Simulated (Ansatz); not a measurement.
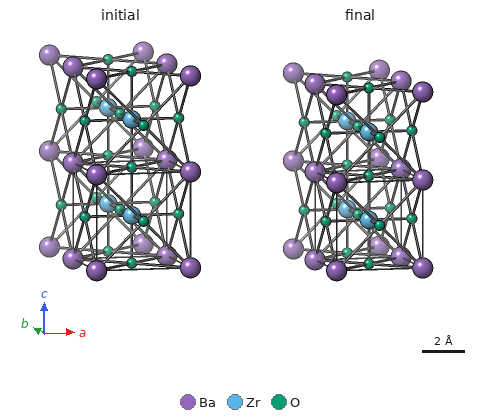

The structure of a crystal of BaZrO3 (built on the cubic perovskite type) before (left) and after (right) a relaxation, at one scale.

Style: ball-and-stick. Shown: the cell of the calculation, repeated 1 × 2 × 2 with one cell outlined, slightly off an axis.

All numbers below come from Ansatz, DFT, PBE, plane waves, PAW. Settings: plane-wave cutoff 420 eV; k-point mesh 6 × 6 × 6; occupations fermi dirac; smearing width 0.02 eV; no spin polarisation; cell and atoms relaxed; force threshold 0.005 eV/Å.

Q: Describe what moved and what it gained.

A: The atoms keep their places relative to the cell (all moves are under 0.005 Å). The drawn cell changes as follows: a = b = c 4.608 → 4.227 Å (−8.3 %); the volume changes by −22.8 %. Among the contacts that change: Ba–O 3.259 → 2.989 Å, O–Zr 2.304 → 2.114 Å. The space group stays Pm-3m (No. 221). After 5 accepted moves (7 points after the start) the energy has fallen by 1.923 eV per cell of the calculation. All forces vanish by symmetry, so only the cell relaxes. The pressure goes from −21.80 to 0.00 GPa. At 2 points the geometry stayed and the basis and grid were re-selected for the new cell (energy shift of 16.5 meV per cell of the calculation at most each time).
